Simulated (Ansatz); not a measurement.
## Electronic structure of Te₁₆Mo₈H (cell charge −1, with a compensating background) (cell with a defect) in real space

Input file:

```
crystal:
  lattice:
    - [3.5566633053, -6.16032155, 0.0]
    - [-7.1133266104, -1.0e-10, 0.0]
    - [0.0, 0.0, -15.3316102852]
  atoms:
    - { symbol: Te, position: [0.1651095559, 0.3335276826, 0.3650616693] }
    - { symbol: Te, position: [0.6637862464, 0.3359986013, 0.363988425] }
    - { symbol: Te, position: [0.1647250597, 0.835070936, 0.364027942] }
    - { symbol: Te, position: [0.6662440406, 0.8346820483, 0.3650563096] }
    - { symbol: Te, position: [0.3280937671, 0.1667763255, 0.8683988092] }
    - { symbol: Te, position: [0.8261927287, 0.1697618952, 0.8690507986] }
    - { symbol: Te, position: [0.3305957795, 0.6685161801, 0.8683961998] }
    - { symbol: Te, position: [0.8263294396, 0.6640488409, 0.8701361835] }
    - { symbol: Te, position: [0.3306542086, 0.168404066, 0.6323998302] }
    - { symbol: Te, position: [0.8309731569, 0.1681423465, 0.6323506625] }
    - { symbol: Te, position: [0.3306587174, 0.668454412, 0.6325414686] }
    - { symbol: Te, position: [0.8307107256, 0.6684641783, 0.6323997129] }
    - { symbol: Te, position: [0.1641229851, 0.3390930439, 0.1287442772] }
    - { symbol: Te, position: [0.6645047382, 0.3353199922, 0.1281393505] }
    - { symbol: Te, position: [0.1593514399, 0.8465617148, 0.123681722] }
    - { symbol: Te, position: [0.6623500031, 0.8373071705, 0.1273767012] }
    - { symbol: Mo, position: [0.1639355891, 0.3349338737, 0.7504927124] }
    - { symbol: Mo, position: [0.664345781, 0.3347716986, 0.750121595] }
    - { symbol: Mo, position: [0.1638932101, 0.835220897, 0.7504593627] }
    - { symbol: Mo, position: [0.6641812697, 0.8351812368, 0.7504943459] }
    - { symbol: Mo, position: [0.3292485492, 0.1674839659, 0.2454358731] }
    - { symbol: Mo, position: [0.8306051359, 0.1692218798, 0.2464907824] }
    - { symbol: Mo, position: [0.3325762873, 0.6671416852, 0.249184444] }
    - { symbol: Mo, position: [0.8323269499, 0.6705368232, 0.2454544] }
    - { symbol: H, position: [0.0480123614, -0.0462878423, 0.0474860476] }
  host:
    lattice:
      - [3.5566633052, 0.0, 0.0]
      - [-1.7783316526, 3.080160775, 0.0]
      - [0.0, 0.0, 15.3316102852]
    atoms:
      - { symbol: Te, position: [0.3333333333, 0.6666666667, 0.6320701688] }
      - { symbol: Te, position: [0.6666666667, 0.3333333333, 0.1320701688] }
      - { symbol: Te, position: [0.6666666667, 0.3333333333, 0.3679298312] }
      - { symbol: Te, position: [0.3333333333, 0.6666666667, 0.8679298312] }
      - { symbol: Mo, position: [0.3333333333, 0.6666666667, 0.25] }
      - { symbol: Mo, position: [0.6666666667, 0.3333333333, 0.75] }
total_charge: -1
basis:
  ecutwfc: 420
  xc_grid: 2
kpoints:
  mp_grid: { grid: [2, 2, 2], shift: [0.0, 0.0, 0.0] }
hamiltonian:
  xc: pbe
scf:
  occupations: { method: gaussian, width: 0.01 }
output:
  forces: true
  stress: false
  eigenvalues: true
  charged_corrections:
    defect_position: [0.0, 0.0, 0.0]
    epsilon: [[19.933, 0.0, 0.0], [0.0, 19.933, 0.0], [0.0, 0.0, 6.4737]]
  write_density: true
  write_potential: true
  elf: true
  volumetric_format: npy
relax:
  adjacent_minimum: "off"
  f_tol: 0.025
  max_steps: 45
```

Command:

```sh
ansatz run input.yaml --threads 4 --pin off --max-ram 10240MiB --backend cpu --events-out ev --progress --plain --runs-dir out
```

The fields are those of the run's last geometry, not of the input's.

Computed without spin polarisation.

Computed with DFT PBE, scalar-relativistic, plane waves, PAW in Ansatz.

In a PAW calculation such maps are meaningful between the atoms, not at the nuclei.

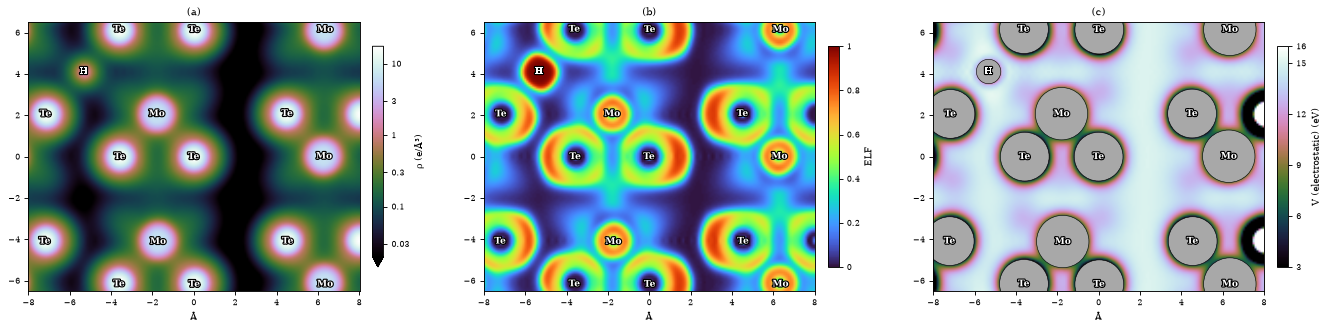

Figure 1. (a) valence pseudo-density; (b) electron localisation function; (c) electrostatic potential energy of an electron on the (110) plane of the calculation cell. Grey discs cover the atomic cores in the potential map.

Q: Interpret the plot.

A: The section cuts through Te, Mo and H sites. Te–H (2.67 Å): ρ at the midpoint is about 0.23 e/Å³; the ELF climbs to about 1 towards the hydrogen, as it does in any bond to H. Te–Mo (2.72 Å): ρ is about 0.45 e/Å³ halfway; the ELF is about 0.55 at the midpoint. Te–H (2.76 Å): ρ at the midpoint is about 0.21 e/Å³; the ELF climbs to about 1 towards the hydrogen. Te–Mo (2.75 Å): the density is about 0.44 e/Å³ at the midpoint; the ELF peaks at about 0.65 in the valence shell of Te, 1.2 Å from its nucleus, and is about 0.55 at the midpoint. Between the atoms the lowest density in this plane is 0.005 e/Å³. The features right at Mo lie inside the PAW spheres, where the map follows smoothed inner orbitals and isn't to be read closely. Outside the cores the potential energy rises away from the atoms and is highest about 1.1 Å from the nearest atoms; its zero is arbitrary.

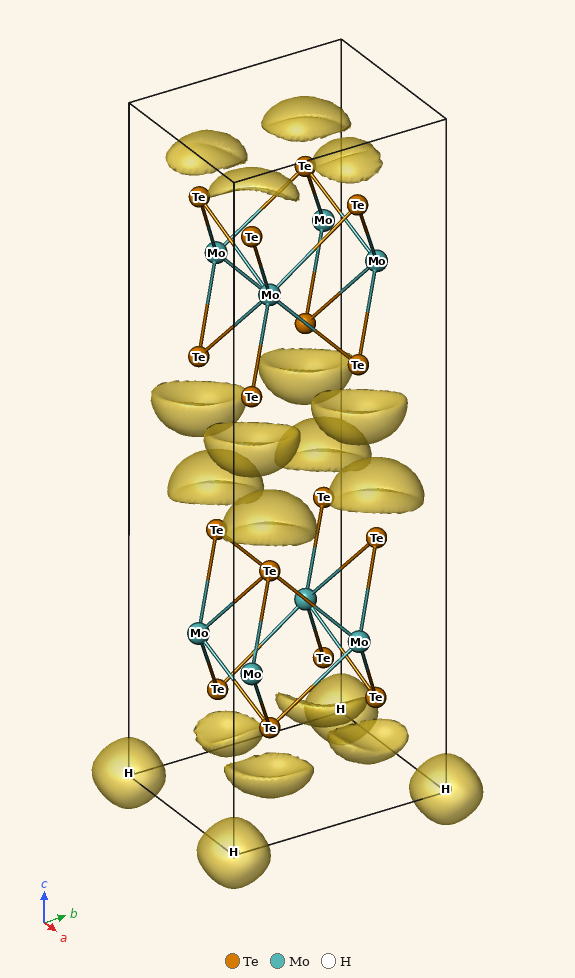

Figure 2. Isosurface of the ELF at 0.7 (yellow), seen at an oblique angle. Core shells and regions of very low density are left out. Sticks mark near contacts.

Q: Identify the bonds, lone pairs and shells in this picture.

A: The surface consists of one region around a hydrogen nucleus and 16 lobes on Te, pointing away from the bonds (lone pairs), counted in one cell of 25 atoms. Any copies at cell faces, edges or corners count once.

Q: Does the calculation make it a metal, or give it a gap?

A: It is gapped, with a Kohn–Sham gap of 0.36 eV on the k-point mesh, an upper bound to the gap of this method.
